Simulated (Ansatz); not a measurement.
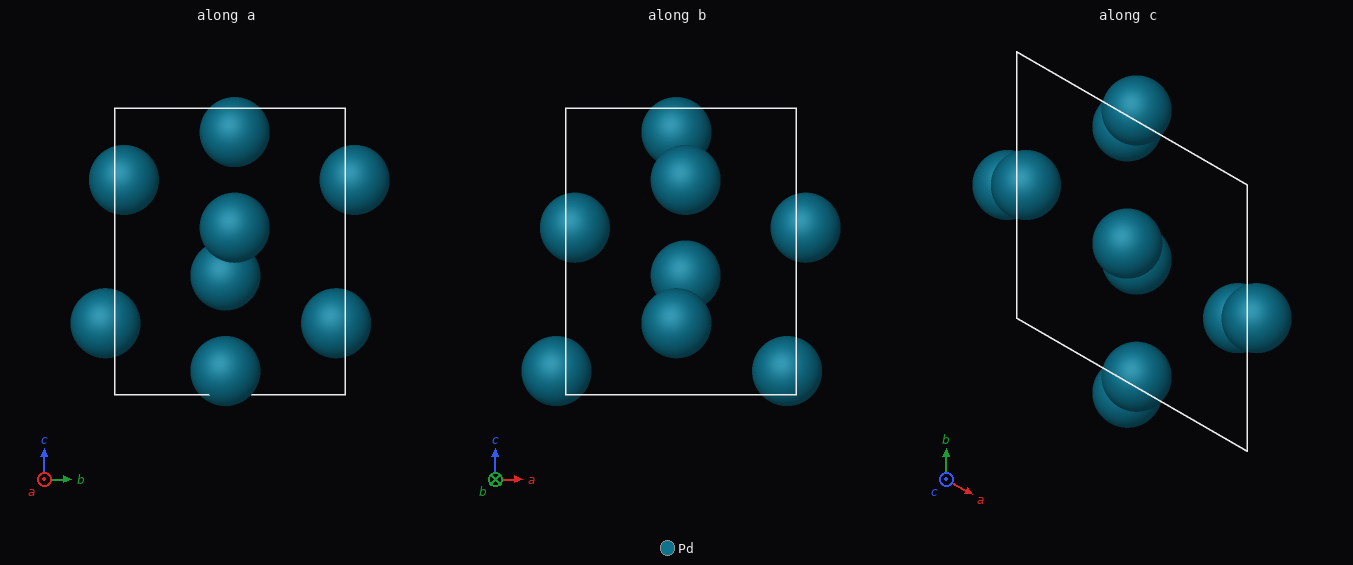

Spheres-only drawing of the structure, looking along the a axis, along the b axis and along the c axis. Atoms at the boundary of the conventional unit cell (the box) are drawn once for each face, edge or corner they touch.

Lattice parameters: a = 4.9487 Å, b = 4.9487 Å, c = 5.3279 Å, α = 90.000°, β = 90.000°, γ = 120.000°.

Write down what is shown as a CIF with its space group and independent sites, with free fractional coordinates to two decimals.

```cif
data_structure
_symmetry_space_group_name_H-M 'P 61 2 2'
_symmetry_Int_Tables_number 178
_cell_length_a 4.9487
_cell_length_b 4.9487
_cell_length_c 5.3279
_cell_angle_alpha 90.000
_cell_angle_beta 90.000
_cell_angle_gamma 120.000
_cell_volume 113.00
loop_
_atom_site_label
_atom_site_type_symbol
_atom_site_symmetry_multiplicity
_atom_site_Wyckoff_symbol
_atom_site_fract_x
_atom_site_fract_y
_atom_site_fract_z
_atom_site_occupancy
Pd1 Pd 6 b 0.04 0.52 0.5833 1
```

Provenance: a random cell made by a generator, so it need not be a real form of the element. A relaxation with DFT PBE, scalar-relativistic, plane waves, PAW in Ansatz gave the geometry drawn.
